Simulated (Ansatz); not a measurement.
## Run report: MoSe₂, band-structure calculation (part 1 of 2)

System: MoSe₂ (P6₃/mmc, 6 atoms in the cell).
Method: DFT, r2SCAN with spin-orbit coupling, plane waves, PAW (Ansatz 0.2.0).

The structure was built on a prototype by a generator. The geometry comes from this level: r2scan-rvv10 (a point of a series of strains). It belongs to a series of runs on one base structure; here: hydrostatic strain -4.0%.

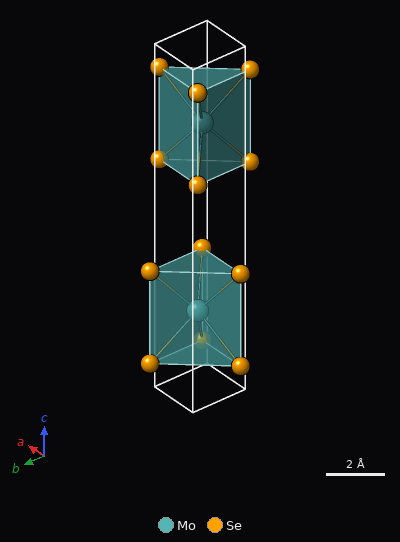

Fig. 1: The input geometry (polyhedral view of the cell of the calculation, seen at an oblique angle; polyhedra are completed across the faces of the cell). An atom can appear more than once, as a periodic image.

## Summary

```tsv
quantity	value
outcome	converged
space group (tolerance 0.01 Å)	P6₃/mmc (194)
electrons treated	92
free energy	−31827.0342 eV
Fermi energy	14.455 eV
gap on the k-point mesh	0.85 eV
net moment of the cell	0.00 μB
integrated absolute moment	0.00 μB
pressure	11.47 GPa
largest force (length of the vector)	0.040 eV/Å
hardware	1 × NVIDIA H100 80GB HBM3, 2 threads of AMD EPYC (Zen 3), 1656 GiB of memory available, shared host
wall time	19 s (CPU time 24 s)
peak memory	1.6 GiB
```

## Input file
```yaml
crystal:
  lattice:
    - [3.1731808965, 0.0, 0.0]
    - [-1.5865904483, 2.7480552672, 0.0]
    - [0.0, 0.0, 12.5643177857]
  atoms:
    - { symbol: Mo, position: [0.3333333333, 0.6666666667, 0.25] }
    - { symbol: Mo, position: [0.6666666667, 0.3333333333, 0.75] }
    - { symbol: Se, position: [0.6666666667, 0.3333333333, 0.3846447602] }
    - { symbol: Se, position: [0.6666666667, 0.3333333333, 0.1153552398] }
    - { symbol: Se, position: [0.3333333333, 0.6666666667, 0.8846447602] }
    - { symbol: Se, position: [0.3333333333, 0.6666666667, 0.6153552398] }
kpoints:
  mp_grid: { grid: [12, 12, 2] }
  band_path:
    path:
      - [0.0, 0.0, 0.0]
      - [0.5, 0.0, 0.0]
      - [0.3333333333, 0.3333333333, 0.0]
      - [0.0, 0.0, 0.5]
      - [0.5, 0.0, 0.5]
      - [0.3333333333, 0.3333333333, 0.5]
      - [0.184896, 0.1875, 0.0]
    npoints: 1
hamiltonian:
  xc: r2scan
scf:
  occupations: { method: fermi_dirac, width: 0.02 }
  n_extra_bands: 10
magnetization:
  noncollinear: true
  spin_orbit: true
output:
  forces: true
  stress: true
  eigenvalues: true
  write_density: true
  write_potential: true
  elf: true
  volumetric_format: npy
```

## Output
```
scf.n_extra_bands = 10 over 92 filled bands (N_el = 92.0): the run solves 102 bands
Engine: ansatz 0.2.0, x86_64-unknown-linux-gnu
Pseudopotentials: kind: paw_fr
Pseudopotential: Mo, paw_fr, valence charge 14, recommended cutoff 500 eV (meta_gga), Mo.paw.azcp#standard-fr
Pseudopotential: Se, paw_fr, valence charge 16, recommended cutoff 500 eV (meta_gga), Se.paw.azcp#standard-fr
Functional definition: r2SCAN
  parameter k0 = 0.174
  parameter k1 = 0.065
  parameter a1 = 4.9479
  exchange = r2scan_x(k0 = k0, k1 = k1, a1 = a1)
  correlation = r2scan_c
non-collinear run that drives no moment, with spin-orbit: no starting moment large enough to seed its density (crystal.atoms[].spin), no starting occupations that ask for one, no magnetisation constraint and no magnetic field, so the semilocal B_xc is pinned to zero
Crystal: 6 atoms, lattice volume = 109.562 Å³
Basis set: ecut = 500 eV, 2775 PW (Γ), exchange–correlation on 96×96×384 points (64 copies of the dense FFT grid, shifted against one another)
Bands: 102, of which v1, the nominal top of the filled ones, is band 92 counted from 1 (91 counted from 0)
Symmetry: 24 space group operations + 24 with time reversal
Magnetic group: BNS 194.264 (UNI 1494), of the structure as read, at distance tolerance 4.8e-5 Å
k-points: 38 of 288
Projection manifold: j_resolved (fully-relativistic pseudo-atomic orbitals)
Non-local potential: Mo, projectors of the file, l = 0: 3, l = 1: 4, l = 2: 4, l = 3: 2
Non-local potential: Se, projectors of the file, l = 0: 2, l = 1: 4, l = 2: 6, l = 3: 2
PAW form: soft (Blöchl's): semilocal exchange-correlation on the pseudo side does not see the compensation charge
PAW frozen core: Mo, regenerated for the run's functional (the file was generated under x = pbe(κ = 0.804, μ = 0.2195149727645171), c = pbe(β = 0.06672455060314922))
PAW frozen core: Se, regenerated for the run's functional (the file was generated under x = pbe(κ = 0.804, μ = 0.2195149727645171), c = pbe(β = 0.06672455060314922))
PAW one-centre angular grid: Mo, 590 points (default); XC on 224 Gauss nodes
PAW one-centre angular grid: Se, 590 points (default); XC on 265 of its mesh's 2701 points in the sphere
Initial density: superposition of atomic densities (chi_scale 0.1, normalization cell, long waves kept (reshape's long-wave potential 0.08 eV rms))
Initial wavefunctions: pseudopotential atomic-orbital guess
Functional: x = r2scan, c = r2scan; τ floored in thin density (d = 2e-4 eV/Å³)
SCF iter   1: F=—  HF=-31828.086857 eV  |F-HF|=—  |Δ(HF+E_count)|=         —  Δρ=4.32e-2  dr2=5.87e0  dr2_τ=1.36e-2  dr2_m=0.00e0 (ungated)  ethr=3.10e-3  |M|=0.00e0 ∫|m|=0.00e0 μB  |m|>n=0.0e0 m-floor=0.0e0 τ_xc=0.0e0  β_m=0.30  ⟨swp⟩=5.5  Hψ=8342  notcnv=0
preconditioner: auto → Resta (q_TF=auto, 2.650 Å⁻¹)  ε∞=8.0  [insulator: Δε(μ)=0.680 eV  Ē_g=8.039 eV  σ=0.020 eV  W_gap=1.00  n_scr=40 (ndim 8)  ℏωp=21.3 eV  f_vac=0.003  D(μ)=0.00/eV (n_scr^D=0)  ε∞_Penn≈8.0]
spin=Noncollinear: Resta preconditioning applied to the charge; magnetization (m_x, m_y, m_z) channels mix plain (no charge-response kernel on spin).
SCF iter   2: F=—  HF=-31827.543093 eV  |F-HF|=—  |Δ(HF+E_count)|=   5.44e-1  Δρ=3.41e-2  dr2=3.00e0  dr2_τ=5.94e-3  dr2_m=0.00e0 (ungated)  ethr=3.10e-3  |M|=0.00e0 ∫|m|=0.00e0 μB  |m|>n=0.0e0 m-floor=0.0e0 τ_xc=0.0e0  β_m=0.65  ⟨swp⟩=2.0  Hψ=2479  notcnv=0  defer=134
SCF iter   3: F=—  HF=-31827.074324 eV  |F-HF|=—  |Δ(HF+E_count)|=   4.69e-1  Δρ=1.04e-2  dr2=4.27e-1  dr2_τ=1.15e-2  dr2_m=0.00e0 (ungated)  ethr=3.10e-3  |M|=0.00e0 ∫|m|=0.00e0 μB  |m|>n=0.0e0 m-floor=0.0e0 τ_xc=0.0e0  β_m=0.58  ⟨swp⟩=2.1  Hψ=2688  notcnv=0  defer=134
SCF iter   4: F=—  HF=-31827.031384 eV  |F-HF|=—  |Δ(HF+E_count)|=   4.29e-2  Δρ=4.61e-3  dr2=2.91e-2  dr2_τ=1.14e-4  dr2_m=0.00e0 (ungated)  ethr=4.64e-4  |M|=0.00e0 ∫|m|=0.00e0 μB  |m|>n=0.0e0 m-floor=0.0e0 τ_xc=0.0e0  β_m=0.79  ⟨swp⟩=2.2  Hψ=2525  notcnv=0  defer=124
SCF iter   5: F=—  HF=-31827.034255 eV  |F-HF|=—  |Δ(HF+E_count)|=   2.87e-3  Δρ=1.26e-3  dr2=2.65e-3  dr2_τ=3.63e-5  dr2_m=0.00e0 (ungated)  ethr=3.16e-5  |M|=0.00e0 ∫|m|=0.00e0 μB  |m|>n=0.0e0 m-floor=0.0e0 τ_xc=0.0e0  β_m=0.79  ⟨swp⟩=2.0  Hψ=2726  notcnv=0  defer=124
SCF iter   6: F=—  HF=-31827.034268 eV  |F-HF|=—  |Δ(HF+E_count)|=   1.21e-5  Δρ=6.24e-4  dr2=5.18e-4  dr2_τ=3.34e-6  dr2_m=0.00e0 (ungated)  ethr=2.88e-6  |M|=0.00e0 ∫|m|=0.00e0 μB  |m|>n=0.0e0 m-floor=0.0e0 τ_xc=0.0e0  β_m=0.80  ⟨swp⟩=2.0  Hψ=3672  notcnv=0  defer=124
SCF iter   7: F=—  HF=-31827.034287 eV  |F-HF|=—  |Δ(HF+E_count)|=   1.99e-5  Δρ=2.45e-4  dr2=7.06e-5  dr2_τ=9.92e-7  dr2_m=0.00e0 (ungated)  ethr=5.63e-7  |M|=0.00e0 ∫|m|=0.00e0 μB  |m|>n=0.0e0 m-floor=0.0e0 τ_xc=0.0e0  β_m=0.90  ⟨swp⟩=2.0  Hψ=3538  notcnv=0  defer=124
SCF iter   8: F=—  HF=-31827.034185 eV  |F-HF|=—  |Δ(HF+E_count)|=   1.02e-4  Δρ=4.72e-5  dr2=2.47e-6  dr2_τ=2.80e-8  dr2_m=0.00e0 (ungated)  ethr=7.67e-8  |M|=0.00e0 ∫|m|=0.00e0 μB  |m|>n=0.0e0 m-floor=0.0e0 τ_xc=0.0e0  β_m=0.95  ⟨swp⟩=2.0  Hψ=2567  notcnv=0  defer=124
SCF iter   9: F=—  HF=-31827.034187 eV  |F-HF|=—  |Δ(HF+E_count)|=   2.08e-6  Δρ=1.29e-5  dr2=1.97e-7  dr2_τ=1.25e-9  dr2_m=0.00e0 (ungated)  ethr=2.69e-9  |M|=0.00e0 ∫|m|=0.00e0 μB  |m|>n=0.0e0 m-floor=0.0e0 τ_xc=0.0e0  β_m=0.98  ⟨swp⟩=2.0  Hψ=2560  notcnv=0  defer=124
SCF iter  10: F=-31827.034187 eV  HF=-31827.034187 eV  |F-HF|=2.13e-9  |Δ(HF+E_count)|=   1.70e-7  Δρ=2.39e-6  dr2=4.42e-9  dr2_τ=2.52e-11  dr2_m=0.00e0 (ungated)  ethr=1.09e-10  |M|=0.00e0 ∫|m|=0.00e0 μB  |m|>n=0.0e0 m-floor=0.0e0 τ_xc=0.0e0  ⟨swp⟩=16.9  Hψ=19726  notcnv=0
SCF 1 converged in 10 iterations: F = -31827.034187 eV  dr2 = 4.42e-9
  greatest PAW one-centre occupation: 0.999 electrons in one spin orbital (limit 2), on the Se atom at site 4 (counted from 0), in its partial waves of l = 2
```

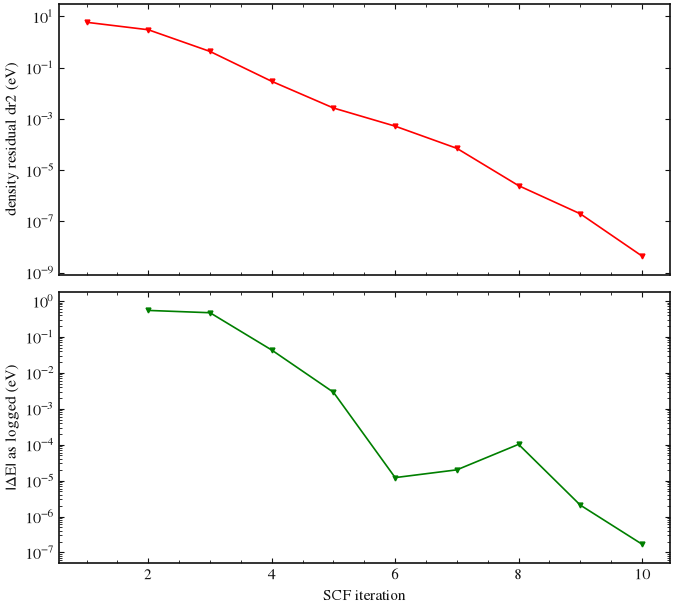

Fig. 2: Convergence of the self-consistent field: density residual dr2 and size of the energy change against the SCF iteration. The residual falls at every step.

```
NSCF: frozen V_eff on 7 k-points
SCF converged after 10 iterations
Magnetization: |M| = 0.0000 μB,  M = (+0.0000, +0.0000, +0.0000) μB
Absolute magnetization: 0.0000 μB (∫|m|)
  site 0: m = (+0.0000, +0.0000, +0.0000) μB, |m| = 0.0000 μB  (R = 1.03 Å)
  site 1: m = (+0.0000, +0.0000, +0.0000) μB, |m| = 0.0000 μB  (R = 1.03 Å)
  site 2: m = (+0.0000, +0.0000, +0.0000) μB, |m| = 0.0000 μB  (R = 1.03 Å)
  site 3: m = (+0.0000, +0.0000, +0.0000) μB, |m| = 0.0000 μB  (R = 1.03 Å)
  site 4: m = (+0.0000, +0.0000, +0.0000) μB, |m| = 0.0000 μB  (R = 1.03 Å)
  site 5: m = (+0.0000, +0.0000, +0.0000) μB, |m| = 0.0000 μB  (R = 1.03 Å)
Free energy (F): -31827.034187 eV
Harris-Foulkes:  -31827.034187 eV  (|F-HF|=2.13e-9)
Internal energy: -31827.034187 eV  (E = F + TS)
E sigma→0 (E₀):  -31827.034187 eV
Fermi energy:    14.454546 eV
--- Per-component energies (eV) ---
  E_band       = -1546.636756
  E_kinetic    = 1369.365400
  E_local      = -10827.422153  (includes V_loc(G=0)·N_el)
  E_nonlocal   = -2094.915345
  E_hartree    = 5179.045716
  E_xc         = -756.718987
  E_vxc        = -944.342650  (∫ρ·V_xc dr)
  E_paw        = -14110.679409  (= ΣΔE_a)
  E_vpaw       = 537.953997  (= ΣTr[D̂ρ^β])
  E_aug_tail   = -0.000819  (compensation charges beyond the density's cutoff)
  E_vtau       = 54.631194  (kinetic-family band-sum trace: ∫τ·v_τ [+ j·A + Jᵃ·Aᵃ] dr)
  E_ewald      = -10578.274976
  E_core_change = -7.433615  (= ΣΔE_core)
  E_smearing   = -0.000000  (= −TS)
  E_closure    = 0.000000  (closes the sum)
  Σ components = -31827.034187   (vs F -31827.034187, Δ=0.00e0)
--- Forces (eV/Å), atoms counted from 1 ---
  atom   1  Mo     0.00000000     0.00000000     0.00000000
  atom   2  Mo    -0.00000000    -0.00000000     0.00000000
  atom   3  Se    -0.00000000    -0.00000000    -0.03984528
  atom   4  Se    -0.00000000    -0.00000000     0.03984528
  atom   5  Se     0.00000000     0.00000000    -0.03984528
  atom   6  Se     0.00000000     0.00000000     0.03984528
  max |Σ_I F_I| component: 6.36e-18 eV/Å
--- Stress (GPa, compression-positive) ---
       13.866212      -0.000000       0.000000
       -0.000000      13.866212       0.000000
        0.000000       0.000000       6.681412
  P = ⅓ Tr σ = 11.4713 GPa (114.713 kbar)
--- Band table (eV; the first three rows and the last of 38) ---
```
